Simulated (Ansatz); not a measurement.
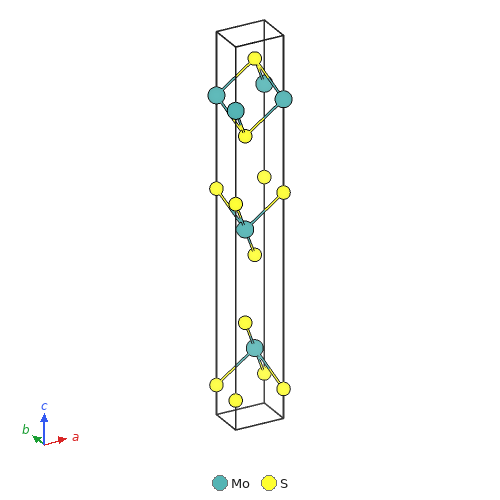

The system is MoS2 (R-3m, No. 166; 9 atoms in the cell); the picture shows the reference structure. Rigid slide and opening across a plane, one cut a cell; the plane is (0 0 1) of the conventional cell, and the faces at the cut hold S and S. Coordinates scanned: (1) slide along a1 + a2 (5.429 Å); (2) opening across the cut. Nothing is relaxed (rigid halves). Grid: 12 × 7 points. Points are written as (first, second). All energies are given in meV/Å² relative to the lowest grid point. Level of theory: Ansatz, DFT PBE+D3(BJ), scalar-relativistic, plane waves, PAW. Settings: cutoff 420 eV, k-mesh 14×14×3 in the order of the run's cell vectors, gaussian smearing 0.15 eV, no spin polarisation.

Its coordinates:

```xyz
9
Lattice="-3.1342 0.0000 0.0000 -1.5671 -2.7143 0.0000 0.0000 0.0000 17.8650" Properties=species:S:1:pos:R:3 pbc="T T T"
Mo   -3.1342   -1.8095    2.9778
Mo   -3.1342    0.0000   14.8878
Mo   -1.5671   -0.9048    8.9328
S    -3.1342   -1.8095   16.4903
S    -3.1342    0.0000   10.5353
S    -1.5671   -0.9048    4.5803
S    -3.1342   -1.8095    7.3302
S    -3.1342    0.0000    1.3752
S    -1.5671   -0.9048   13.2852
```

The input of one point:

```yaml
crystal:
  lattice:
    - [-3.1342314962, 0.0, 0.0]
    - [-1.5671157481, -2.7143240971, 0.0]
    - [0.0, 0.0, 17.8649660053]
  atoms:
    - { symbol: Mo, position: [0.6666666667, 0.6666666667, 0.3333333333] }
    - { symbol: Mo, position: [1.0, 0.0, 0.0] }
    - { symbol: Mo, position: [0.3333333333, 0.3333333333, 0.6666666667] }
    - { symbol: S, position: [0.6666666667, 0.6666666667, 0.0897037815] }
    - { symbol: S, position: [1.0, 0.0, 0.7563704482] }
    - { symbol: S, position: [0.3333333333, 0.3333333333, 0.4230371148] }
    - { symbol: S, position: [0.6666666667, 0.6666666667, 0.5769628852] }
    - { symbol: S, position: [1.0, 0.0, 0.2436295518] }
    - { symbol: S, position: [0.3333333333, 0.3333333333, 0.9102962185] }
basis:
  ecutwfc: 420
kpoints:
  mp_grid: { grid: [14, 14, 3] }
hamiltonian:
  xc: pbe
  pseudopotentials: { kind: paw, azcp: { folder: soft_1 } }
  dispersion: d3bj
scf:
  occupations: { method: gaussian, width: 0.15 }
output:
  forces: true
  stress: true
  eigenvalues: true
```

Range: slide along a1 + a2 (5.429 Å) from 0.000 to 0.917; opening across the cut from −0.3 to 3.2 Å.

What landscape does the calculation give?

Answer. The lowest grid point is at (0.000, 0.0 Å). A higher local minimum lies near (0.333, 0.0 Å) (3.3 meV/Å² above the lowest at that grid point). The highest grid point, (0.667, −0.3 Å), lies 76.9 meV/Å² above the lowest. On the interpolated surface the easiest way out of the lowest well to the well at (0.333, 0.0 Å) passes a barrier of about 4.6 meV/Å².

| second ↓, first → | 0/12 | 1/12 | 2/12 | 3/12 | 4/12 | 5/12 | 6/12 | 7/12 | 8/12 | 9/12 | 10/12 | 11/12 |
| --- | --- | --- | --- | --- | --- | --- | --- | --- | --- | --- | --- | --- |
| 3.2 | 33.7 | 33.7 | 33.7 | 33.7 | 33.7 | 33.7 | 33.7 | 33.7 | 33.7 | 33.7 | 33.7 | 33.7 |
| 2.0 | 27.0 | 27.0 | 27.0 | 27.0 | 27.0 | 27.0 | 27.0 | 27.0 | 27.0 | 27.0 | 27.0 | 27.0 |
| 1.2 | 17.8 | 17.9 | 18.0 | 18.1 | 18.1 | 18.1 | 18.3 | 18.6 | 18.7 | 18.5 | 18.2 | 17.9 |
| 0.7 | 9.4 | 9.8 | 10.3 | 10.5 | 10.4 | 10.7 | 11.9 | 13.4 | 14.1 | 13.3 | 11.5 | 10.0 |
| 0.3 | 2.5 | 3.6 | 5.1 | 5.3 | 4.8 | 6.1 | 10.3 | 15.7 | 18.3 | 15.6 | 9.5 | 4.2 |
| 0.0 | 0.0 | 2.2 | 4.8 | 4.6 | 3.3 | 6.4 | 16.8 | 30.0 | 36.2 | 29.7 | 15.5 | 3.8 |
| −0.3 | 5.2 | 9.0 | 12.6 | 10.1 | 6.6 | 13.8 | 36.8 | 64.7 | 76.9 | 64.4 | 35.8 | 12.5 |

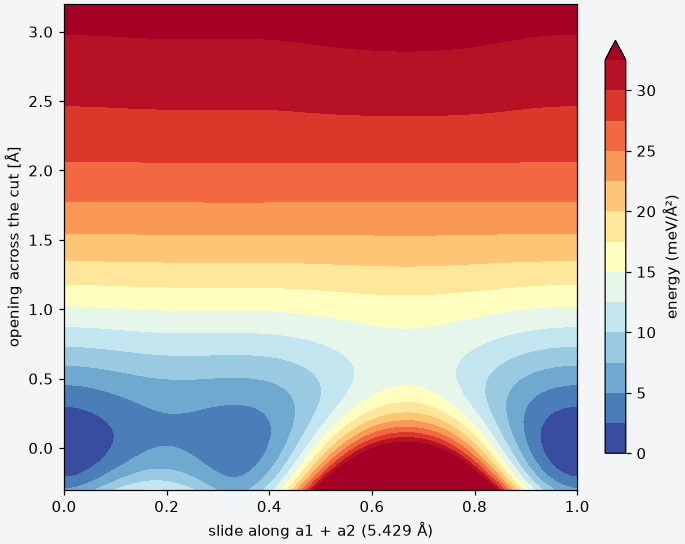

The picture shows filled contours, one colour for all values above the top of the scale. Between grid points the surface is interpolated.

The whole map (84 points run) took 16 min on 4 threads of Intel(R) Xeon(R) 6975P-C (Granite Rapids), on a shared host.
